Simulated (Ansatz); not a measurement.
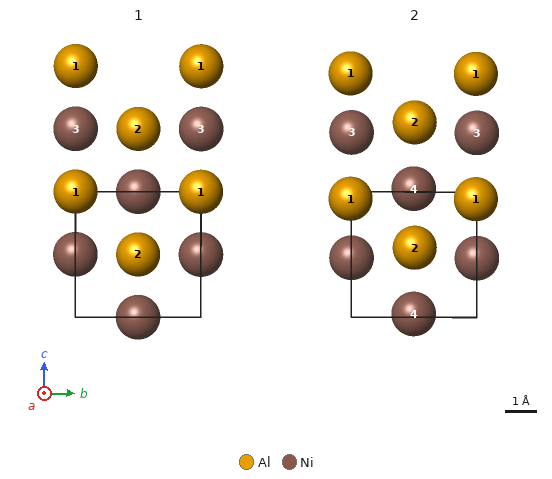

Two geometries of crystalline AlNi (set up in P-1), drawn at one scale. One is the start of a relaxation, the other its converged end. The picture is a spheres-only view of the cell of the calculation, repeated 1 × 1 × 2 with one cell outlined, seen along the a axis.

Computed with DFT PBEsol, scalar-relativistic, plane waves, PAW (Ansatz 0.2.0). Set-up: plane-wave cutoff 420 eV; k-point mesh 12 × 8 × 8; occupations gaussian; smearing width 0.15 eV; no spin polarisation; cell and atoms relaxed; force threshold 0.01 eV/Å; at most 80 steps.

Question: Which geometry has the lower energy?

Answer: Structure 1 is the relaxed one. Case: a zone-boundary wave of random shape, sigma 0.1 Å; relaxed back. The largest moves relative to the cell, 0.23 Å, are those of Al1 and Al2. Al2 goes roughly along −c. By element the largest moves are Al 0.23 Å, Ni 0.19 Å. The drawn cell changes at constant volume: a 2.859 → 2.850 Å (−0.3 %), b = c 4.050 → 4.057 Å (+0.2 %), α 90.2° → 90.0°. Some distances before and after: Al1–Al2 3.222 → 2.868 Å, Al1–Al2 (another image) 2.524 → 2.869 Å, Al1–Al2 (another image) 3.174 → 2.869 Å, Al1–Al2 (another image) 2.608 → 2.869 Å. Within 0.06 Å the space group is P-1 at the start and Pm-3m at the end; at a tighter tolerance small leftover displacements or strains of the cell lower it. The energy falls by 0.564 eV per cell of the calculation in 4 accepted moves (5 points after the start). The largest force component goes from 1.3 to 0.0002 eV/Å. The pressure goes from 4.65 to 0.01 GPa. At 1 point the geometry stayed and the basis and grid were re-selected for the new cell (energy shift of less than 0.05 meV per cell of the calculation at most each time). Cost: 42 s on 2 threads of Intel(R) Xeon(R) 6975P-C (Granite Rapids), with other jobs on the host, peak memory 0.69 GiB.

Limits of the set-up: an element that often carries a moment was run without spin polarisation.
